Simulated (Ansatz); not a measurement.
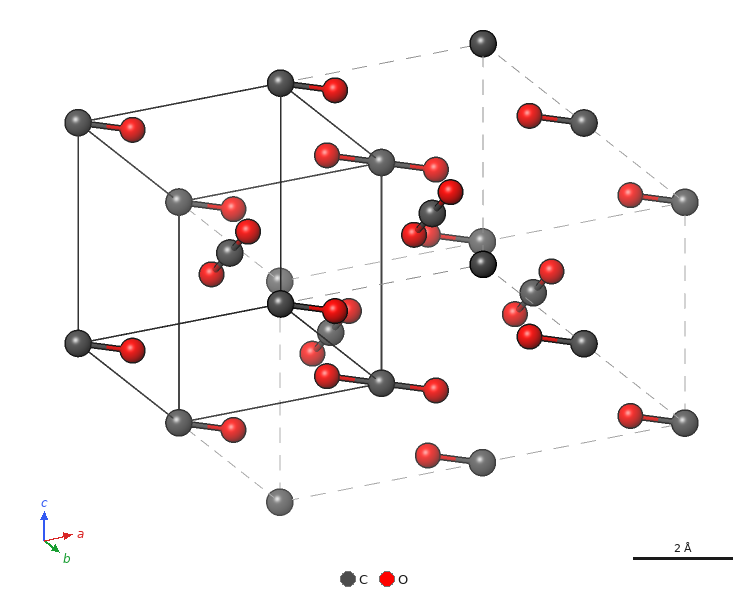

The crystal in a ball-and-stick representation, seen from a general direction. The structure is repeated 2×2×1 times; solid lines mark one conventional unit cell.

CO₂, space group P4_2/mnm (No. 136), a = 4.61 Å, b = 4.61 Å, c = 4.89 Å, α = 90.00°, β = 90.00°, γ = 90.00°.

Theory: DFT PBE+D3(BJ), scalar-relativistic, plane waves, PAW (Ansatz 0.2.0). Numerical settings: an energy cutoff of 420 eV, 6×6×6 k-mesh, Gaussian smearing of 0.02 eV, no spin polarisation.

Q: Does it come out as a metal, or with a gap?

A: An insulator at this level, with a gap of 6.54 eV on the k-mesh (the true edges may lie between mesh points, so the gap can be somewhat smaller).

Its origin is a structure listed in the Materials Project. It was relaxed at fixed volume with Ansatz 0.2.0, DFT PBE+D3(BJ), scalar-relativistic, plane waves, PAW.
